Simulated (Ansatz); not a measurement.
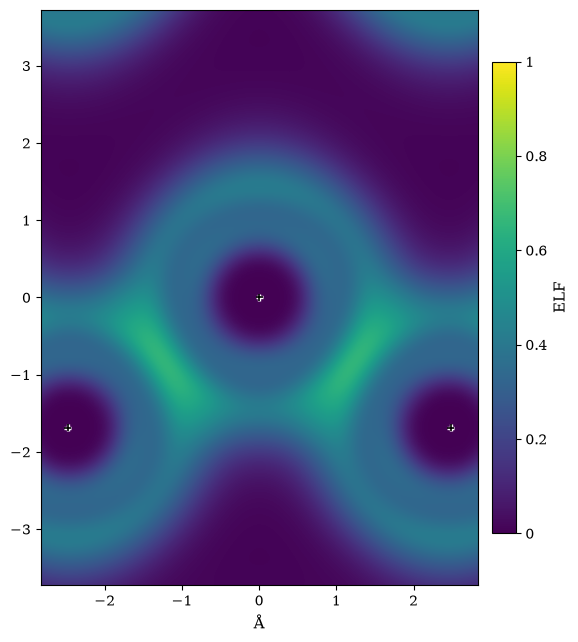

The ELF on a plane through atoms (crosses mark nuclei in the plane).

These are results of Ansatz 0.2.0, DFT PBEsol, scalar-relativistic, plane waves, PAW, not measurements.

Candidates:
A. WC, a = 2.73 Å, b = 2.73 Å, c = 3.19 Å, α = 90.00°, β = 90.00°, γ = 120.00°. Space group P-6m2.
B. Sn, a = 4.96 Å, b = 4.96 Å, c = 6.75 Å, α = 90.00°, β = 90.00°, γ = 90.00°. Space group I4₁/amd; changed on purpose from its base cell (strain +0.080 along x and y, +0.040 along z, atoms carried along); computed pressure about −5 GPa in this cell.
C. Bi$_{2}$Te$_{3}$, a = 4.38 Å, b = 4.38 Å, c = 30.32 Å, α = 90.00°, β = 90.00°, γ = 120.00°. Space group R-3m.

### Which candidate gave the map?

Candidate B: Sn on the (010) plane of the conventional cell, which holds Sn. Sn–Sn (3.00 Å): the ELF peaks at about 0.65 between the atoms.
